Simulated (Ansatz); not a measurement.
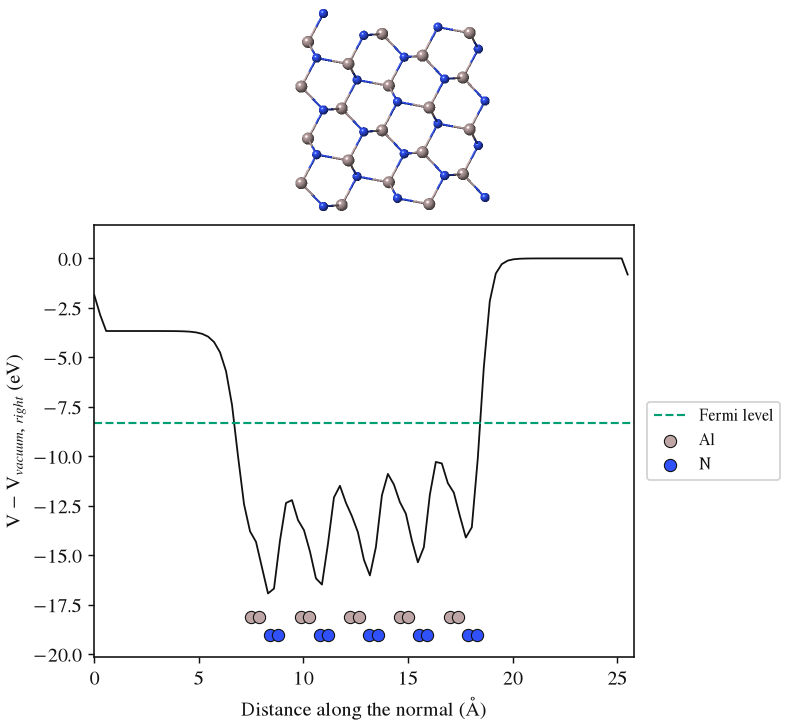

Plane-averaged electrostatic potential energy of an electron across the slab; circles at the bottom mark the heights of the atoms. The structure is drawn too.

The Ansatz input:

```
crystal:
  lattice:
    - [3.1136926474, 0.0, 0.0]
    - [-1.5568463237, 5.6661937745, 0.0]
    - [0.0, 0.0, 25.7875969066]
  atoms:
    - { symbol: Al, position: [0.8815300833, 0.7630601666, 0.2908374917] }
    - { symbol: Al, position: [0.1504034186, 0.3008068372, 0.3061652984] }
    - { symbol: "N", position: [0.7337940146, 0.4675880292, 0.3259673393] }
    - { symbol: "N", position: [0.0026673499, 0.0053346997, 0.3412951461] }
    - { symbol: Al, position: [0.4947700948, 0.9895401897, 0.3828043322] }
    - { symbol: Al, position: [0.7636434301, 0.5272868602, 0.398132139] }
    - { symbol: "N", position: [0.3470340261, 0.6940680523, 0.4179341799] }
    - { symbol: "N", position: [0.6159073614, 0.2318147228, 0.4332619866] }
    - { symbol: Al, position: [0.1080101063, 0.2160202127, 0.4747711728] }
    - { symbol: Al, position: [0.3768834416, 0.7537668832, 0.4900989796] }
    - { symbol: "N", position: [0.9602740376, 0.9205480753, 0.5099010204] }
    - { symbol: "N", position: [0.2291473729, 0.4582947458, 0.5252288272] }
    - { symbol: Al, position: [0.7212501178, 0.4425002357, 0.5667380134] }
    - { symbol: Al, position: [0.9901234531, 0.9802469062, 0.5820658201] }
    - { symbol: "N", position: [0.5735140491, 0.1470280983, 0.601867861] }
    - { symbol: "N", position: [0.8423873844, 0.6847747688, 0.6171956678] }
    - { symbol: Al, position: [0.3344901294, 0.6689802587, 0.6587048539] }
    - { symbol: Al, position: [0.6033634646, 0.2067269292, 0.6740326607] }
    - { symbol: "N", position: [0.1867540607, 0.3735081213, 0.6938347016] }
    - { symbol: "N", position: [0.4556273959, 0.9112547918, 0.7091625083] }
basis:
  ecutwfc: 420
kpoints:
  mp_grid: { grid: [9, 5, 1] }
hamiltonian:
  xc: pbesol
scf:
  occupations: { method: gaussian, width: 0.05 }
output:
  forces: true
  stress: true
  eigenvalues: true
  write_density: true
  write_potential: true
  elf: true
  volumetric_format: npy
efield:
  axis: 3
  dipole_correction: true
  ramp_width: 0.04
```

Command:
```bash
ansatz run input.yaml --threads 2 --pin off --max-ram 5120MiB --backend cpu --events-out ev --progress --plain --runs-dir out
```

**Read off the work function of each face.**

The work function is 8.31 eV at the right face and 4.64 eV at the left.

**How thick are slab and vacuum?**

The outermost atoms are 10.8 Å apart, which leaves 15.0 Å of vacuum in a cell 25.8 Å high.

**Do the two faces differ, and what does that say about the slab's dipole?**

The vacuum level is 3.67 eV higher at the right than at the left, so the slab carries a dipole along its normal; the ramp in the vacuum, at or near the edge of the plot, is the dipole correction that keeps each side flat.

The atoms aren't at rest in this cell (largest force 2.3 eV/Å), so the relaxed material can differ.
